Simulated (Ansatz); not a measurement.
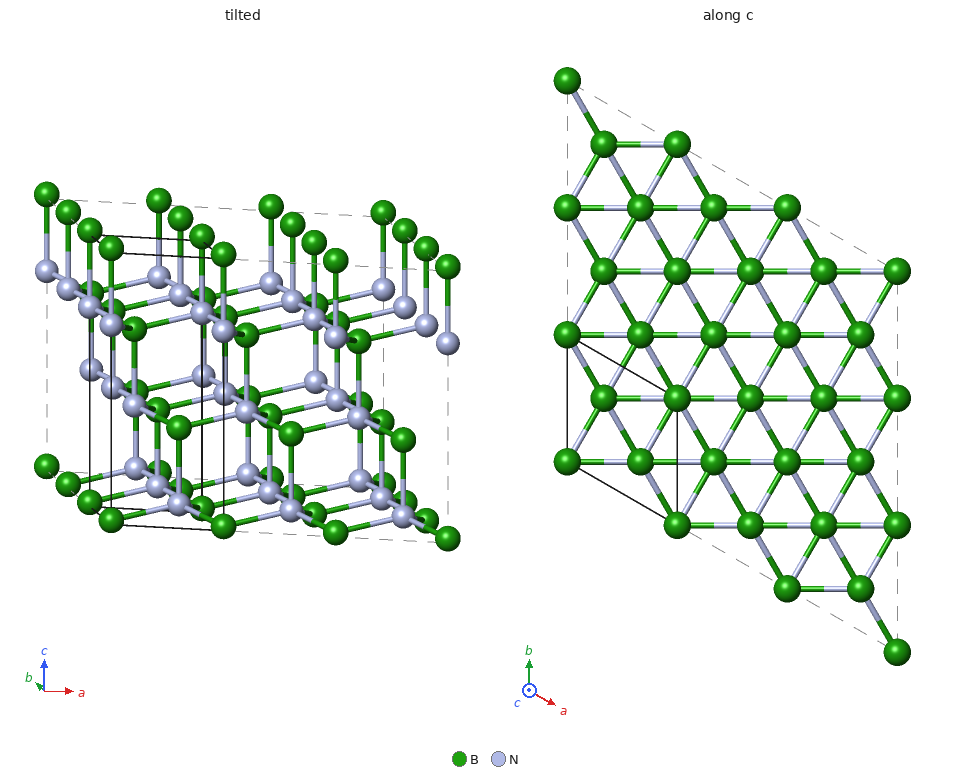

The image is a ball-and-stick drawing of a crystal, viewed slightly off an axis and along the c axis. The conventional unit cell (solid box) is repeated to 3×3×1 cells.

- The material is BN.
- It belongs to space group R3m (No. 160) and has a rhombohedral (trigonal R) lattice.
- In the cell are 3 B, 3 N, which makes 3 formula units.
- Within bonding distance, the neighbour counts come to B 4 and N 4.

The model was built from a structure listed in the Materials Project. The cell was then strained or its atoms displaced on purpose. Ansatz was used for an electronic-structure calculation on it.

At this level of theory the cell isn't at rest (stretched, at -36 GPa and forces up to 1.6 eV/Å), so its distances can differ from those at equilibrium, the more so the softer the solid.
